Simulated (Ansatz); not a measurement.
The calculation's input:

```
crystal:
  lattice:
    - [3.113, 0.0, 0.0]
    - [-1.5565, 2.695937082, 0.0]
    - [0.0, 0.0, 4.981]
  atoms:
    - { symbol: Al, position: [0.3333333333, 0.6666666667, 0.9990161995] }
    - { symbol: Al, position: [0.6666666667, 0.3333333333, 0.4990161995] }
    - { symbol: "N", position: [0.3333333333, 0.6666666667, 0.3809838005] }
    - { symbol: "N", position: [0.6666666667, 0.3333333333, 0.8809838005] }
scf:
  occupations: { method: fixed }
output:
  forces: false
  stress: false
  eigenvalues: true
  eigenstates:
    kpoints:
      - [0, 0, 0]
      - [0.00990899, -0.00495449, 0.0]
      - [0.01981797, -0.00990899, 0.0]
      - [0.02972696, -0.01486348, 0.0]
      - [0.0, 0.00858143, 0.0]
      - [0.0, 0.01716287, 0.0]
      - [0.0, 0.0257443, 0.0]
      - [0.0, 0.0, 0.01585502]
      - [0.0, 0.0, 0.03171003]
      - [0.0, 0.0, 0.04756505]
    e_range: [-2, 7]
  write_density: true
  write_potential: true
  elf: true
  volumetric_format: npy
kpoints:
  mp_grid: { grid: [9, 9, 6] }
```

Launched as:

```sh
ansatz run input.yaml --threads 4 --pin off --max-ram 12288MiB --backend cpu --events-out ev --progress --plain --runs-dir out
```

Below, planes, directions and counts refer to the conventional cell (a = 3.11 Å, b = 3.11 Å, c = 4.98 Å, α = 90.00°, β = 90.00°, γ = 120.00°).

Space group P6₃mc.

The calculation used DFT PBE, scalar-relativistic, plane waves, PAW (Ansatz).

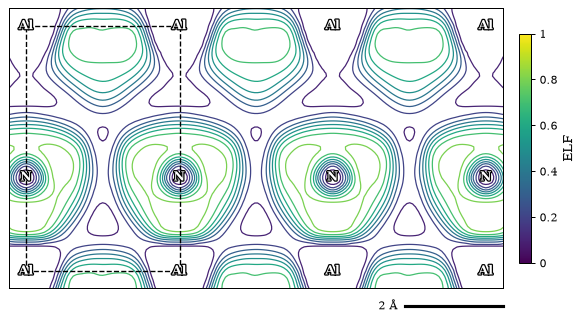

AlN. Electron localisation function on the (100) plane of the conventional cell.

In a PAW calculation such maps are meaningful between the atoms, not at the nuclei.

Q: Describe what can be read from this map.

A: The section cuts through Al and N sites. Atoms just off the plane (Al, 0.9 Å away and N, 0.9 Å away) can leave unmarked features too. Al–N (1.90 Å): the ELF peaks at about 0.90 in the valence shell of N, 0.7 Å from its nucleus, and is about 0.90 at the midpoint.

Q: Metal or insulator at this level of theory?

A: It is gapped, with a Kohn–Sham gap of 4.2 eV on the k-point mesh (the band edges may lie off the mesh, which would make the gap smaller).
